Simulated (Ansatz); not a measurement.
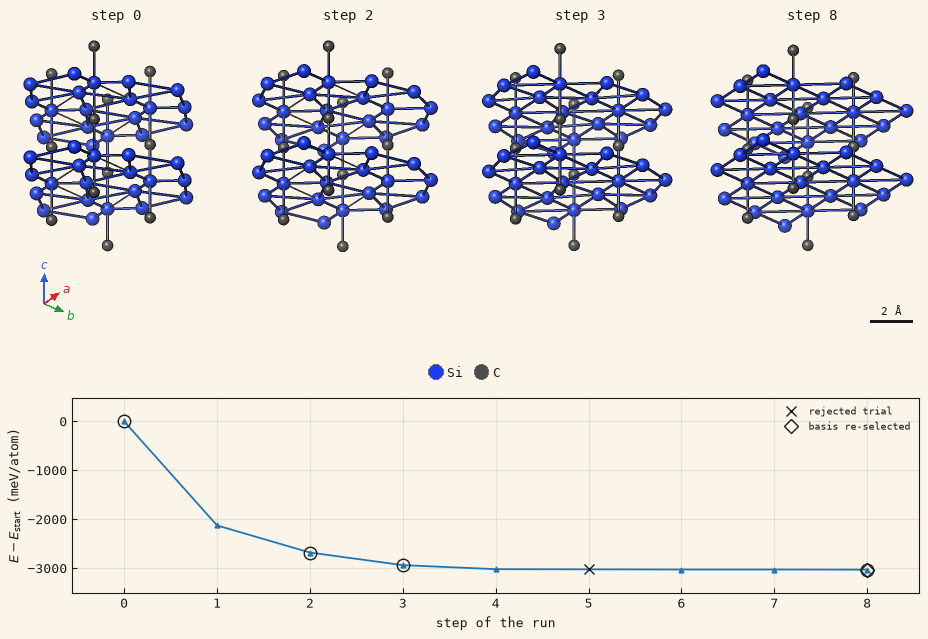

Frames of a relaxation of crystalline Si4C (a generated structure, set up in P-62m) (coarse preliminary run), marked on the history of the run. The picture is a ball-and-stick view of the cell of the calculation, seen from a free direction.

All numbers below come from DFT PBE, scalar-relativistic, plane waves, PAW in Ansatz 0.2.0.

The input:
```yaml
crystal:
  lattice:
    - [4.79843626, 0.0, 0.0]
    - [-2.39921813, 4.1555677, 0.0]
    - [0.0, 0.0, 3.73710936]
  atoms:
    - { symbol: Si, position: [0.0, 0.0, 0.0] }
    - { symbol: Si, position: [0.64793493, 0.0, 0.0] }
    - { symbol: Si, position: [0.0, 0.64793493, 0.0] }
    - { symbol: Si, position: [0.35206507, 0.35206507, 0.0] }
    - { symbol: C, position: [0.0, 0.0, 0.5] }
basis:
  ecutwfc: 420
kpoints:
  mp_grid: { grid: [6, 6, 6] }
hamiltonian:
  xc: pbe
scf:
  occupations: { method: gaussian, width: 0.1 }
  lower_state_search: "off"
output:
  forces: true
  stress: true
  eigenvalues: true
relax:
  adjacent_minimum: "off"
  f_tol: 0.04
  max_steps: 70
  cell: { stress_tol: 0.4 }
```

Run as
```bash
ansatz run input.yaml --threads 1 --pin off --max-ram 2560MiB --backend cpu --events-out ev --progress --plain --runs-dir out
```

What happens along the run?

The energy falls by 3026 meV per atom in 6 accepted moves (8 points after the start). Largest force component: 22 eV/Å at the start, 0.00031 eV/Å at the end. Pressure: 80.51 GPa at the start and 0.13 GPa at the end. The line search rejected the trial step at point 5 of the run. The SCF was repeated once at an unchanged geometry on a basis and grid sized afresh for the cell, which shifted the energy by 2.0 meV per atom at most. The largest moves relative to the cell, 0.76 Å, are those of Si2, Si3 and Si4. Si4 goes along [1 1 0]. C stays in place. The drawn cell changes as follows: a = b 4.798 → 5.162 Å (+7.6 %), c 3.737 → 3.519 Å (−5.8 %); the volume changes by +9.0 %. Among the contacts that change: Si2–Si3 2.926 → 4.470 Å, Si1–Si2 1.689 → 2.581 Å, Si2–C5 2.519 → 3.124 Å, Si1–Si2 (another image) 3.109 → 2.581 Å. Among the angles between lasting bonds that change: Si2–Si4–Si2 125.7° → 180.0°, Si2–Si4–Si3 174.3° → 120.0°, Si2–Si4–Si3 65.7° → 120.0°. The space group (tolerance 0.01 Å) goes from P-62m (No. 189) to P6/mmm (No. 191). From step 0 to 2: Si atoms move most (0.32 Å), volume +10.3 %, energy −2678 meV per atom. From step 2 to 3: Si atoms move most (0.21 Å), volume −4.4 %, energy −257 meV per atom. From step 3 to 8: Si atoms move most (0.23 Å), volume +3.4 %, energy −91.7 meV per atom.
